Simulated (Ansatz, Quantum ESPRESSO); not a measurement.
# AlN(11-20): the 4πα/A, ions held at a withheld member of a series

**Set-up.** Quantum ESPRESSO 7.5, PBE, GBRV ultrasoft. Free-standing symmetric slabs with 16 Å of vacuum in the starting cell; all atoms relax without a field to tight forces. A sawtooth field of 0.1 V/Å with dipole correction is then applied with the ions held (f1) and with the ions free (r1). Fixed occupations. The slabs take the lattice constants of the bulk relaxed by the same program. The series steps the number of layers.

| number of layers | 4πα/A, ions held (Å) |
| --- | --- |
| 3 layers | 4.722 |
| 4 layers | 5.847 |
| 5 layers | 7.088 |
| 7 layers | 9.520 |

One more run was made and is withheld. What is the 4πα/A, ions held at 6 layers?

**Worked estimate.** The rows at 5 layers and 7 layers give a slope of (9.520 − (7.088))/(7 − (5)) = 1.216, so a straight line gives 8.304 Å. A parabola through these and the row at 4 layers gives 8.312 Å.

**The withheld run.** 8.304 Å. The line misses by 0.000 and the parabola by +0.008 Å. Both misses are under 5 % of the step from the nearer row.

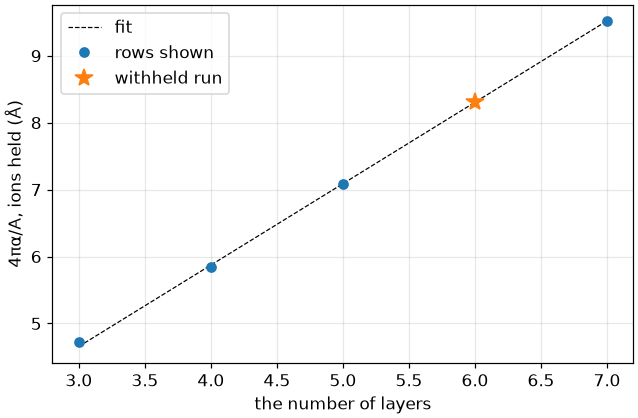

The rows shown, the fit and the withheld run.

**Limits.** Surface layers answer otherwise than the interior, so permittivities come from the slope against thickness; semilocal gaps overscreen; 1×1 cells forbid distortions that need a larger cell.
